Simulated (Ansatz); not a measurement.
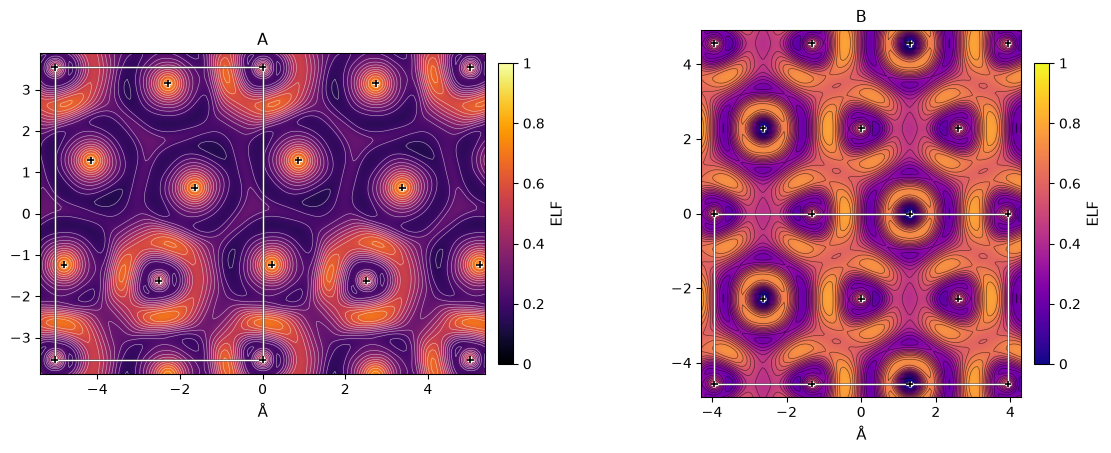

The electron localisation function of 2 systems, each on a plane through atoms (crosses mark nuclei in the plane).

Theory: DFT PBE, scalar-relativistic, plane waves, PAW in Ansatz.

System 1: Si$_{2}$W, the (11̄0) plane of the conventional cell. Space group I4/mmm.

```yaml
crystal:
  lattice:
    - [3.22925, 0.00000, 0.00000]
    - [0.00000, 3.22925, 0.00000]
    - [0.00000, 0.00000, 7.86642]
  atoms:
    - { symbol: Si, position: [0.00000, 0.00000, 0.33459] }
    - { symbol: Si, position: [0.50000, 0.50000, 0.83459] }
    - { symbol: Si, position: [0.00000, 0.00000, 0.66541] }
    - { symbol: Si, position: [0.50000, 0.50000, 0.16541] }
    - { symbol: W, position: [0.00000, 0.00000, 0.00000] }
    - { symbol: W, position: [0.50000, 0.50000, 0.50000] }
```

System 2: SiNi$_{2}$, the (010) plane of the conventional cell. Space group Pnma; computed without spin polarisation.

### Which map belongs to which system?

Panel A is system 2, SiNi$_{2}$: the plane holds Si and Ni. Si–Ni (2.31 Å): the ELF peaks at about 0.70 in the valence shell of Si, 0.9 Å from its nucleus, and is about 0.45 at the midpoint. Panel B is system 1, Si$_{2}$W: the plane holds Si and W. Si–W (2.63 Å): the ELF peaks at about 0.75 in the valence shell of Si, 0.9 Å from its nucleus, and is about 0.45 at the midpoint.
